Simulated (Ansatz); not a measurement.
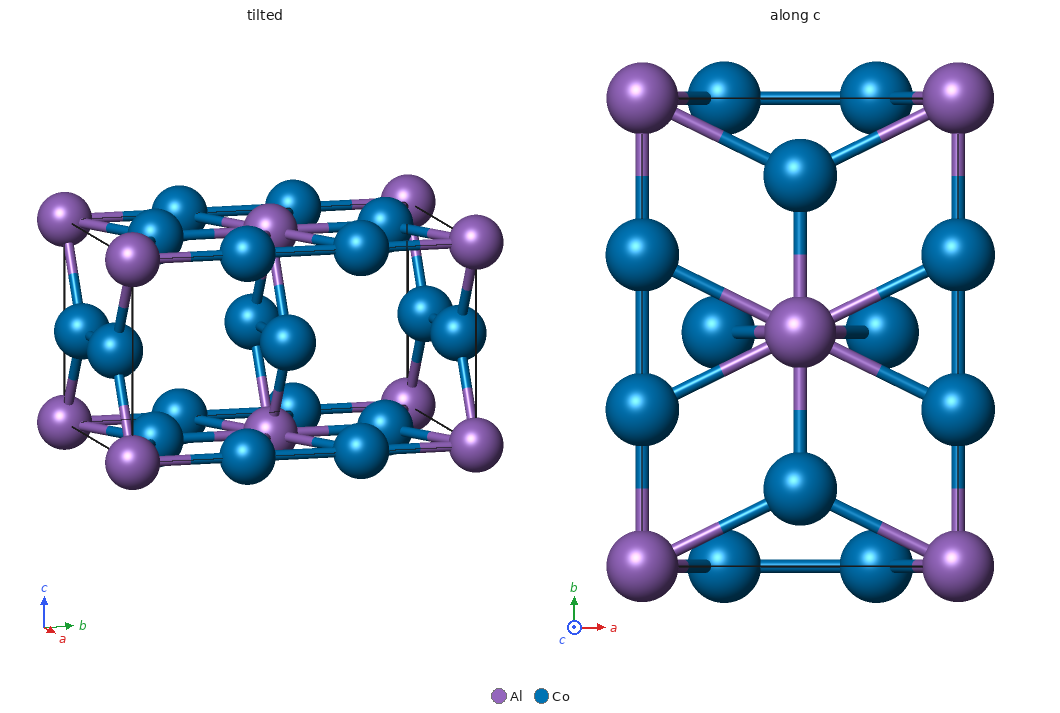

Ball-and-stick drawing of the structure, looking slightly off an axis and along the c axis. Atoms at the boundary of the conventional unit cell (the box) are drawn once for each face, edge or corner they touch. Cell: a = 4.70 Å, b = 6.96 Å, c = 4.01 Å, α = 90.00°, β = 90.00°, γ = 90.00°.

The initial geometry was a random cell made by a generator, so it need not be a real form of the compound. Earlier steps of the study may have refined or changed the cell and positions. It was the input of a calculation with Ansatz.

**Describe the crystal.**

The stoichiometry is AlCo4. The symmetry is that of Cmmm (No. 65), on a base-centred orthorhombic lattice. One cell contains 2 Al, 8 Co, 10 atoms in all.

Electronic-structure method: DFT PBE, scalar-relativistic, plane waves, PAW (Ansatz 0.2.0). Parameters: a cutoff energy of 420 eV, k-points about 0.16 Å⁻¹ apart, Gaussian smearing of 0.1 eV, collinear spins.

**Which atoms carry magnetic moments in this run, and how do they order?**

The state reached is ferromagnetic. Sizes: Co 1.6 μB; net moment 6.0 μB in the run's cell of 5 atoms.

**What is the electronic character?**

A metal: bands cross the Fermi level.

**What does a Bader analysis give?**

Al +1.65 e; Co -0.46 to -0.37 e.

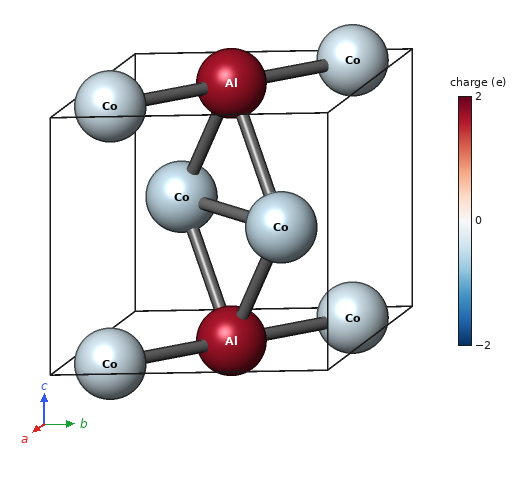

The atoms coloured by those charges. The run's cell of 5 atoms is drawn, so axes and origin can differ from the first picture.

**Can this geometry be taken as optimised?**

Yes. All forces vanish to within 0.01 eV/Å. The pressure is 0.0 GPa, close to zero.
